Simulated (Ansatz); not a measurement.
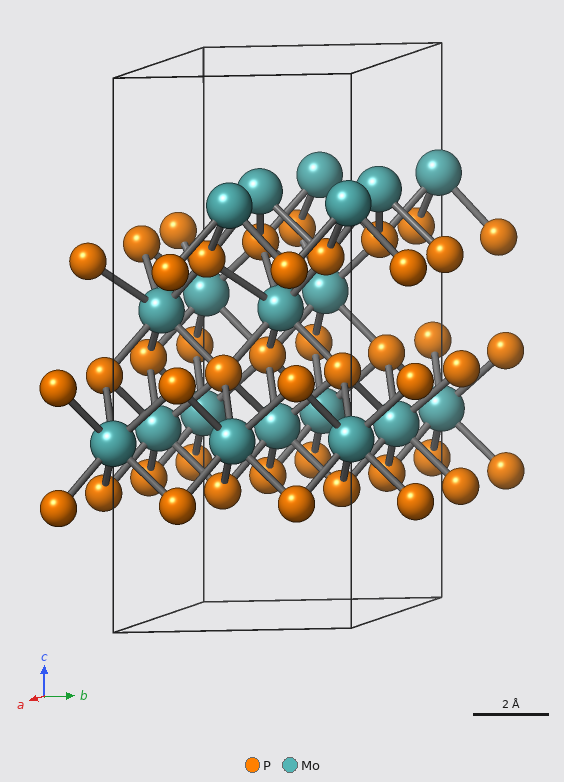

Figure 1. The input geometry (ball-and-stick view of the 1 × 2 repeat of the cell, with the vacuum cut short, seen slightly off an axis; bonded neighbours outside the cell are drawn too). An atom can appear more than once, as a periodic image.

MoP: geometry relaxation (part 1 of 3)

System: MoP (slab, 12 atoms in the cell).
Method: DFT PBEsol, scalar-relativistic, plane waves, PAW, no spin polarisation (Ansatz 0.2.0).

The structure derives from an entry of the Crystallography Open Database. The input holds or restrains some coordinates. Forces given for the steps count only the free coordinates. It belongs to a series of runs on one base structure; here: upper atoms moved at random (sigma 0.25 Å), then relaxed.

### The input
```yaml
crystal:
  lattice:
    - [6.4124693599, 0.0, 0.0]
    - [-1.60311734, 2.7766806833, 0.0]
    - [0.0, 0.0, 22.9353377418]
  atoms:
    - { symbol: P, position: [0.1666666667, 0.6666666667, 0.3270063029] }
    - { symbol: P, position: [0.6666666667, 0.6666666667, 0.3270063029] }
    - { symbol: Mo, position: [0.0, 0.0, 0.3962037817] }
    - { symbol: Mo, position: [0.5, 0.0, 0.3962037817] }
    - { symbol: P, position: [0.17517902, 0.670284433, 0.4685555519] }
    - { symbol: P, position: [0.6724523222, 0.6783184196, 0.4652032248] }
    - { symbol: Mo, position: [0.009342282, 0.0305547433, 0.5371316666] }
    - { symbol: Mo, position: [0.5011846172, 0.0273641162, 0.5347946853] }
    - { symbol: P, position: [0.1368906767, 0.5834300481, 0.6008067327] }
    - { symbol: P, position: [0.7087450897, 0.5661896744, 0.6011151864] }
    - { symbol: Mo, position: [0.0016101131, -0.0232615292, 0.6733051422] }
    - { symbol: Mo, position: [0.4864417874, -0.1596275065, 0.6718346954] }
basis:
  ecutwfc: 420
kpoints:
  mp_grid: { grid: [6, 12, 1] }
hamiltonian:
  xc: pbesol
scf:
  occupations: { method: gaussian, width: 0.1 }
output:
  forces: true
  eigenvalues: true
  write_density: true
  write_potential: true
  elf: true
  volumetric_format: npy
relax:
  adjacent_minimum: "off"
  f_tol: 0.02
  max_steps: 90
  constraints: [{ sites: [0, 1, 2, 3] }]
efield:
  axis: 3
  dipole_correction: true
  ramp_width: 0.04
```

Run on 4 threads of Arm Neoverse V2, 24 GiB of memory available, shared host.

Launched with:
```bash
ansatz run input.yaml --threads 4 --pin off --max-ram 10240MiB --backend cpu --events-out ev --progress --plain --runs-dir out
```

### The program's output
```
Engine: ansatz 0.2.0, aarch64-unknown-linux-gnu
Pseudopotentials: kind: paw
Pseudopotential: P, paw, valence charge 5, recommended cutoff 420 eV (normal), P.paw.azcp
Pseudopotential: Mo, paw, valence charge 14, recommended cutoff 420 eV (normal), Mo.paw.azcp
Functional definition: PBEsol
  exchange = pbesol_x
  correlation = pbesol_c
Crystal: 12 atoms, lattice volume = 408.372 Å³
Basis set: ecut = 420 eV, 8077 PW (Γ), exchange–correlation on 90×48×320 points (8 copies of the dense FFT grid, shifted against one another)
Bands: 69, of which v1, the nominal top of the filled ones, is band 57 counted from 1 (56 counted from 0)
Symmetry: 1 space group operations
Space group: P1 (ITA 1), of the structure as read, at distance tolerance 7.4e-5 Å
k-points: 38 of 72 (time reversal used)
Non-local potential: P, projectors of the file, l = 0: 2, l = 1: 2, l = 2: 2
Non-local potential: Mo, projectors of the file, l = 0: 3, l = 1: 2, l = 2: 2, l = 3: 1
PAW form: soft (Blöchl's): semilocal exchange-correlation on the pseudo side does not see the compensation charge
PAW frozen core: P, regenerated for the run's functional, and the local potential with it (the file was generated under x = pbe(κ = 0.804, μ = 0.2195149727645171), c = pbe(β = 0.06672455060314922))
PAW frozen core: Mo, regenerated for the run's functional, and the local potential with it (the file was generated under x = pbe(κ = 0.804, μ = 0.2195149727645171), c = pbe(β = 0.06672455060314922))
PAW one-centre angular grid: P, 110 points (default); XC on 64 Gauss nodes
PAW one-centre angular grid: Mo, 590 points (default); XC on 64 Gauss nodes
Initial density: superposition of atomic densities (neutral atoms: chi_scale 0, normalization atom), corrected by the library's trained network
Initial wavefunctions: pseudopotential atomic-orbital guess
Functional: x = pbesol(κ = 0.804, μ = 0.12345679012345678), c = pbesol(β = 0.046)
SCF iter   1: F=—  HF=-33824.512796 eV  |F-HF|=—  |Δ(HF+E_count)|=         —  Δρ=8.43e-3  dr2=3.67e0  ethr=1.77e-3  p=0.030 e·Å  D=1.32e-2 V/Å  ΔV_dip=-0.30 eV  dr2_dipole=2.46e0  V_vac-E_F(+/−)=4.95/5.26 eV  ⟨swp⟩=8.6  Hψ=13786  notcnv=0
efield: sawtooth ramp at fractional position 0.9802 (placed from the atoms, in the widest stretch of the axis that holds none; the zero of the levels goes with the place), width 0.0400; the density the first Hamiltonian is built on has a dipole p = 0.030 e·Å; the dipole correction subtracts the counter field D = 1.32e-2 V/Å, which shifts the + side's vacuum level by -0.30 eV against the − side's; the planar-averaged density in the ramp window peaks in size at 8.9e-5 e/Å³
preconditioner: auto → LDOS  [metal: Δε(μ)=0.007 eV  Ē_g=5.971 eV  σ=0.100 eV  W_gap=0.04  n_scr=56 (ndim 8)  ℏωp=14.9 eV  f_vac=0.493  D(μ)=13.00/eV (n_scr^D=98)  β→1.0]
SCF iter   2: F=—  HF=-33824.453671 eV  |F-HF|=—  |Δ(HF+E_count)|=   5.91e-2  Δρ=3.11e-3  dr2=9.40e-2  ethr=1.77e-3  p=0.106 e·Å  D=4.72e-2 V/Å  ΔV_dip=-1.08 eV  dr2_dipole=1.19e-3  V_vac-E_F(+/−)=4.53/5.61 eV  ⟨swp⟩=2.0  Hψ=3186  notcnv=0  defer=30
SCF iter   3: F=—  HF=-33824.450421 eV  |F-HF|=—  |Δ(HF+E_count)|=   3.25e-3  Δρ=1.51e-3  dr2=2.30e-2  ethr=8.25e-5  p=0.108 e·Å  D=4.78e-2 V/Å  ΔV_dip=-1.10 eV  dr2_dipole=7.04e-3  V_vac-E_F(+/−)=4.56/5.66 eV  ⟨swp⟩=2.2  Hψ=4118  notcnv=0  defer=190
SCF iter   4: F=—  HF=-33824.447000 eV  |F-HF|=—  |Δ(HF+E_count)|=   3.42e-3  Δρ=4.41e-4  dr2=2.84e-3  ethr=2.01e-5  p=0.111 e·Å  D=4.93e-2 V/Å  ΔV_dip=-1.13 eV  dr2_dipole=1.03e-5  V_vac-E_F(+/−)=4.53/5.66 eV  ⟨swp⟩=2.7  Hψ=4729  notcnv=0  defer=190
SCF iter   5: F=—  HF=-33824.446710 eV  |F-HF|=—  |Δ(HF+E_count)|=   2.90e-4  Δρ=1.35e-4  dr2=2.90e-4  ethr=2.49e-6  p=0.112 e·Å  D=4.97e-2 V/Å  ΔV_dip=-1.14 eV  dr2_dipole=1.07e-5  V_vac-E_F(+/−)=4.53/5.66 eV  ⟨swp⟩=2.3  Hψ=3958  notcnv=0  defer=25
SCF iter   6: F=—  HF=-33824.446719 eV  |F-HF|=—  |Δ(HF+E_count)|=   8.89e-6  Δρ=4.98e-5  dr2=3.10e-5  ethr=2.55e-7  p=0.112 e·Å  D=4.98e-2 V/Å  ΔV_dip=-1.14 eV  dr2_dipole=3.94e-7  V_vac-E_F(+/−)=4.52/5.67 eV  ⟨swp⟩=2.3  Hψ=3879  notcnv=0  defer=25
SCF iter   7: F=-33824.446712 eV  HF=-33824.446719 eV  |F-HF|=6.68e-6  |Δ(HF+E_count)|=   3.46e-7  Δρ=2.17e-5  dr2=6.45e-6  ethr=8.77e-9  p=0.113 e·Å  D=4.99e-2 V/Å  ΔV_dip=-1.14 eV  dr2_dipole=1.29e-6  V_vac-E_F(+/−)=4.52/5.67 eV  ⟨swp⟩=22.5  Hψ=28991  notcnv=0
SCF 1 converged in 7 iterations: F = -33824.446712 eV  dr2 = 6.45e-6
  Residual-converged pass: ⟨swp⟩=1.0  Hψ=2774  notcnv=0  max |occ|·‖R‖ = 7.1e-9 eV (tolerance 1.0e-8 eV)  dr2=6.45e-6  dr2_onsite=5.64e-8  max |Δocc| = 2.5e-10
  greatest PAW one-centre occupation: 0.999 electrons in one spin orbital (limit 2), on the Mo atom at site 6 (counted from 0), in its partial waves of l = 0
relax step   1: F+E_penalty+E_count = -33824.44671247 eV  Δ(F+E_penalty+E_count) = +0.000e0 eV  max|allowed force component| = 5.249e0 eV/Å  Δτ_max = 0.0000 Å  (7 SCF iters, dr2 threshold 1.00e-5 eV, accepted)
Initial density: handed on by an earlier stage of this run
Initial wavefunctions: those handed on with the density
iter 1 solved again at ethr=1.31e-3 eV; its pass at ethr=3.10e-3 eV (dr2=1.49e0 eV) is discarded
SCF iter   1: F=—  HF=-33827.011978 eV  |F-HF|=—  |Δ(HF+E_count)|=         —  Δρ=1.24e-2  dr2=1.48e0  ethr=1.31e-3  p=0.113 e·Å  D=4.99e-2 V/Å  ΔV_dip=-1.14 eV  dr2_dipole=4.83e-2  V_vac-E_F(+/−)=4.53/5.67 eV  ⟨swp⟩=1.2  Hψ=11217  notcnv=0  defer=156
efield: sawtooth ramp at fractional position 0.9802 (handed on by an earlier solve), width 0.0400; the density the first Hamiltonian is built on has a dipole p = 0.113 e·Å; the dipole correction subtracts the counter field D = 4.99e-2 V/Å, which shifts the + side's vacuum level by -1.14 eV against the − side's; the planar-averaged density in the ramp window peaks in size at 3.4e-6 e/Å³
preconditioner: auto → LDOS  [metal: Δε(μ)=0.015 eV  Ē_g=6.037 eV  σ=0.100 eV  W_gap=0.09  n_scr=56 (ndim 8)  ℏωp=14.9 eV  f_vac=0.498  D(μ)=9.63/eV (n_scr^D=50)  β→1.0]
SCF iter   2: F=—  HF=-33826.916152 eV  |F-HF|=—  |Δ(HF+E_count)|=   9.58e-2  Δρ=6.48e-3  dr2=3.70e-1  ethr=1.30e-3  p=0.139 e·Å  D=6.14e-2 V/Å  ΔV_dip=-1.41 eV  dr2_dipole=7.30e-4  V_vac-E_F(+/−)=4.26/5.67 eV  ⟨swp⟩=3.2  Hψ=4185  notcnv=0  defer=156
SCF iter   3: F=—  HF=-33826.842602 eV  |F-HF|=—  |Δ(HF+E_count)|=   7.35e-2  Δρ=1.93e-3  dr2=4.64e-2  ethr=3.24e-4  p=0.130 e·Å  D=5.74e-2 V/Å  ΔV_dip=-1.32 eV  dr2_dipole=1.93e-3  V_vac-E_F(+/−)=4.36/5.68 eV  ⟨swp⟩=2.9  Hψ=4899  notcnv=0  defer=168
SCF iter   4: F=—  HF=-33826.834965 eV  |F-HF|=—  |Δ(HF+E_count)|=   7.64e-3  Δρ=5.54e-4  dr2=4.97e-3  ethr=4.07e-5  p=0.133 e·Å  D=5.89e-2 V/Å  ΔV_dip=-1.35 eV  dr2_dipole=7.31e-4  V_vac-E_F(+/−)=4.33/5.68 eV  ⟨swp⟩=2.9  Hψ=4726  notcnv=0  defer=171
SCF iter   5: F=—  HF=-33826.834748 eV  |F-HF|=—  |Δ(HF+E_count)|=   2.17e-4  Δρ=1.61e-4  dr2=4.60e-4  ethr=4.36e-6  p=0.134 e·Å  D=5.95e-2 V/Å  ΔV_dip=-1.36 eV  dr2_dipole=1.65e-4  V_vac-E_F(+/−)=4.31/5.68 eV  ⟨swp⟩=2.3  Hψ=3695  notcnv=0  defer=171
SCF iter   6: F=-33826.834742 eV  HF=-33826.834781 eV  |F-HF|=3.93e-5  |Δ(HF+E_count)|=   3.35e-5  Δρ=6.16e-5  dr2=4.56e-5  ethr=8.77e-8  p=0.135 e·Å  D=5.97e-2 V/Å  ΔV_dip=-1.37 eV  dr2_dipole=8.59e-6  V_vac-E_F(+/−)=4.31/5.68 eV  ⟨swp⟩=23.1  Hψ=31952  notcnv=0
SCF 2 converged in 6 iterations: F = -33826.834742 eV  dr2 = 4.56e-5
  greatest PAW one-centre occupation: 0.999 electrons in one spin orbital (limit 2), on the Mo atom at site 3 (counted from 0), in its partial waves of l = 0
relax step   2: F+E_penalty+E_count = -33826.83474180 eV  Δ(F+E_penalty+E_count) = -2.388e0 eV  max|allowed force component| = 1.502e0 eV/Å  Δτ_max = 0.1971 Å  (6 SCF iters, dr2 threshold 1.00e-4 eV, accepted)
iter 1 solved again at ethr=2.40e-4 eV; its pass at ethr=3.10e-3 eV (dr2=2.74e-1 eV) is discarded
SCF iter   1: F=—  HF=-33827.310906 eV  |F-HF|=—  |Δ(HF+E_count)|=         —  Δρ=8.19e-3  dr2=3.00e-1  ethr=2.40e-4  p=0.135 e·Å  D=5.97e-2 V/Å  ΔV_dip=-1.37 eV  dr2_dipole=9.62e-3  V_vac-E_F(+/−)=4.30/5.66 eV  ⟨swp⟩=2.0  Hψ=10738  notcnv=0  defer=155
efield: sawtooth ramp at fractional position 0.9802 (handed on by an earlier solve), width 0.0400; the density the first Hamiltonian is built on has a dipole p = 0.135 e·Å; the dipole correction subtracts the counter field D = 5.97e-2 V/Å, which shifts the + side's vacuum level by -1.37 eV against the − side's; the planar-averaged density in the ramp window peaks in size at 2.7e-6 e/Å³
preconditioner: auto → LDOS  [metal: Δε(μ)=0.026 eV  Ē_g=6.031 eV  σ=0.100 eV  W_gap=0.15  n_scr=56 (ndim 8)  ℏωp=14.9 eV  f_vac=0.500  D(μ)=8.97/eV (n_scr^D=42)  β→1.0]
SCF iter   2: F=—  HF=-33827.281554 eV  |F-HF|=—  |Δ(HF+E_count)|=   2.94e-2  Δρ=4.01e-3  dr2=1.00e-1  ethr=2.40e-4  p=0.142 e·Å  D=6.30e-2 V/Å  ΔV_dip=-1.45 eV  dr2_dipole=8.52e-5  V_vac-E_F(+/−)=4.21/5.66 eV  ⟨swp⟩=2.8  Hψ=4761  notcnv=0  defer=155
SCF iter   3: F=—  HF=-33827.255580 eV  |F-HF|=—  |Δ(HF+E_count)|=   2.60e-2  Δρ=1.10e-3  dr2=1.14e-2  ethr=8.80e-5  p=0.140 e·Å  D=6.18e-2 V/Å  ΔV_dip=-1.42 eV  dr2_dipole=1.56e-4  V_vac-E_F(+/−)=4.24/5.66 eV  ⟨swp⟩=2.2  Hψ=4485  notcnv=0  defer=155
SCF iter   4: F=—  HF=-33827.253434 eV  |F-HF|=—  |Δ(HF+E_count)|=   2.15e-3  Δρ=3.05e-4  dr2=9.40e-4  ethr=1.00e-5  p=0.141 e·Å  D=6.23e-2 V/Å  ΔV_dip=-1.43 eV  dr2_dipole=1.38e-4  V_vac-E_F(+/−)=4.23/5.66 eV  ⟨swp⟩=3.1  Hψ=4900  notcnv=0  defer=155
SCF iter   5: F=—  HF=-33827.253394 eV  |F-HF|=—  |Δ(HF+E_count)|=   3.95e-5  Δρ=9.75e-5  dr2=1.27e-4  ethr=8.24e-7  p=0.141 e·Å  D=6.24e-2 V/Å  ΔV_dip=-1.43 eV  dr2_dipole=2.04e-5  V_vac-E_F(+/−)=4.23/5.66 eV  ⟨swp⟩=2.1  Hψ=4333  notcnv=0  defer=155
SCF iter   6: F=-33827.253426 eV  HF=-33827.253430 eV  |F-HF|=3.27e-6  |Δ(HF+E_count)|=   3.51e-5  Δρ=3.86e-5  dr2=1.27e-5  ethr=8.77e-8  p=0.141 e·Å  D=6.25e-2 V/Å  ΔV_dip=-1.43 eV  dr2_dipole=8.62e-9  V_vac-E_F(+/−)=4.22/5.66 eV  ⟨swp⟩=22.7  Hψ=30915  notcnv=0
SCF 3 converged in 6 iterations: F = -33827.253426 eV  dr2 = 1.27e-5
relax step   3: F+E_penalty+E_count = -33827.25342633 eV  Δ(F+E_penalty+E_count) = -4.187e-1 eV  max|allowed force component| = 4.718e-1 eV/Å  Δτ_max = 0.1946 Å  (6 SCF iters, dr2 threshold 1.00e-4 eV, accepted)
iter 1 solved again at ethr=2.74e-4 eV; its pass at ethr=3.10e-3 eV (dr2=3.12e-1 eV) is discarded
SCF iter   1: F=—  HF=-33827.422890 eV  |F-HF|=—  |Δ(HF+E_count)|=         —  Δρ=9.39e-3  dr2=3.10e-1  ethr=2.74e-4  p=0.141 e·Å  D=6.25e-2 V/Å  ΔV_dip=-1.43 eV  dr2_dipole=8.66e-4  V_vac-E_F(+/−)=4.21/5.65 eV  ⟨swp⟩=2.0  Hψ=10711  notcnv=0  defer=137
efield: sawtooth ramp at fractional position 0.9802 (handed on by an earlier solve), width 0.0400; the density the first Hamiltonian is built on has a dipole p = 0.141 e·Å; the dipole correction subtracts the counter field D = 6.25e-2 V/Å, which shifts the + side's vacuum level by -1.43 eV against the − side's; the planar-averaged density in the ramp window peaks in size at 2.0e-6 e/Å³
preconditioner: auto → LDOS  [metal: Δε(μ)=0.021 eV  Ē_g=6.007 eV  σ=0.100 eV  W_gap=0.11  n_scr=56 (ndim 8)  ℏωp=14.9 eV  f_vac=0.499  D(μ)=9.23/eV (n_scr^D=46)  β→1.0]
SCF iter   2: F=—  HF=-33827.379416 eV  |F-HF|=—  |Δ(HF+E_count)|=   4.35e-2  Δρ=4.62e-3  dr2=1.07e-1  ethr=2.72e-4  p=0.141 e·Å  D=6.25e-2 V/Å  ΔV_dip=-1.43 eV  dr2_dipole=1.78e-3  V_vac-E_F(+/−)=4.22/5.65 eV  ⟨swp⟩=3.0  Hψ=5134  notcnv=0  defer=137
SCF iter   3: F=—  HF=-33827.342994 eV  |F-HF|=—  |Δ(HF+E_count)|=   3.64e-2  Δρ=1.05e-3  dr2=6.32e-3  ethr=9.35e-5  p=0.141 e·Å  D=6.26e-2 V/Å  ΔV_dip=-1.44 eV  dr2_dipole=8.45e-6  V_vac-E_F(+/−)=4.22/5.65 eV  ⟨swp⟩=2.6  Hψ=4751  notcnv=0  defer=137
SCF iter   4: F=—  HF=-33827.341100 eV  |F-HF|=—  |Δ(HF+E_count)|=   1.89e-3  Δρ=2.10e-4  dr2=2.88e-4  ethr=5.55e-6  p=0.141 e·Å  D=6.27e-2 V/Å  ΔV_dip=-1.44 eV  dr2_dipole=1.47e-5  V_vac-E_F(+/−)=4.22/5.65 eV  ⟨swp⟩=3.0  Hψ=5282  notcnv=0  defer=156
SCF iter   5: F=—  HF=-33827.341162 eV  |F-HF|=—  |Δ(HF+E_count)|=   6.23e-5  Δρ=8.91e-5  dr2=6.05e-5  ethr=2.53e-7  p=0.142 e·Å  D=6.28e-2 V/Å  ΔV_dip=-1.44 eV  dr2_dipole=7.66e-8  V_vac-E_F(+/−)=4.21/5.65 eV  ⟨swp⟩=2.6  Hψ=4618  notcnv=0  defer=156
SCF iter   6: F=-33827.341179 eV  HF=-33827.341179 eV  |F-HF|=1.12e-7  |Δ(HF+E_count)|=   1.68e-5  Δρ=3.14e-5  dr2=6.49e-6  ethr=1.60e-8  p=0.142 e·Å  D=6.28e-2 V/Å  ΔV_dip=-1.44 eV  dr2_dipole=1.04e-6  V_vac-E_F(+/−)=4.21/5.65 eV  ⟨swp⟩=23.5  Hψ=32534  notcnv=0
SCF 4 converged in 6 iterations: F = -33827.341179 eV  dr2 = 6.49e-6
relax step   4: F+E_penalty+E_count = -33827.34117877 eV  Δ(F+E_penalty+E_count) = -8.775e-2 eV  max|allowed force component| = 1.909e-2 eV/Å  Δτ_max = 0.1905 Å  (6 SCF iters, dr2 threshold 1.82e-5 eV, accepted)
iter 1 solved again at ethr=5.70e-9 eV; its pass at ethr=3.10e-3 eV (dr2=6.50e-6 eV) is discarded
```
